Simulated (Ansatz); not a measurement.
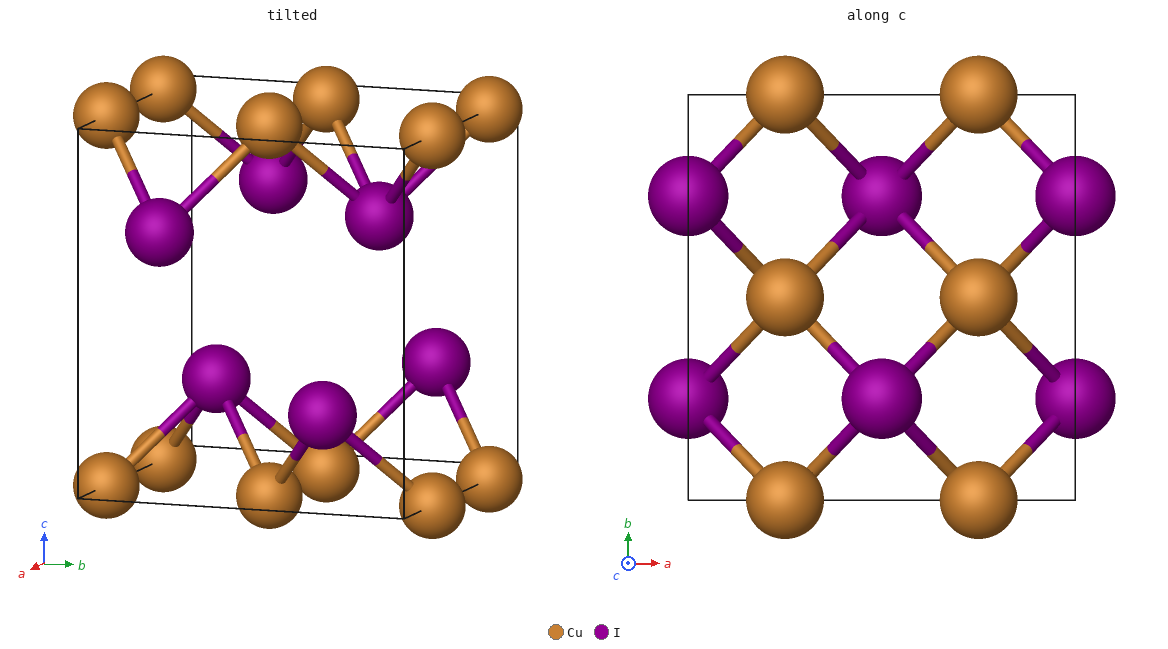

This ball-and-stick model is shown slightly off an axis and along the c axis. Thin lines show the conventional unit cell, with boundary atoms drawn in all their periodic places.

CuI, space group Cmme (No. 67), a = 5.603 Å, b = 5.867 Å, c = 6.346 Å, α = 90.00°, β = 90.00°, γ = 90.00°. The starting point was a structure listed in the Materials Project. The cell was then strained or its atoms displaced on purpose. It was run through Ansatz as a DFT input.

This one geometry was computed with Ansatz (DFT, plane waves, PAW) at three levels of theory: HSE06, PBE and r2SCAN.

Q: How does the band gap change with the level of theory?

A: PBE: a gap of 1.56 eV, direct; r2SCAN: a gap of 2.05 eV, direct; HSE06: a gap of 2.89 eV, direct.

Q: Collect the results in a table.

A:
| level | cutoff (eV) | k-mesh of the run's cell | gap (eV) | pressure (GPa) |
| --- | --- | --- | --- | --- |
| HSE06 | 420 | 4×4×4 | 2.89 | 2.4 |
| PBE | 420 | 6×6×4 | 1.56 | 2.2 |
| r2SCAN | 500 | 6×6×4 | 2.05 | 1.1 |

Gaps are taken on the k-mesh or band path of each run.
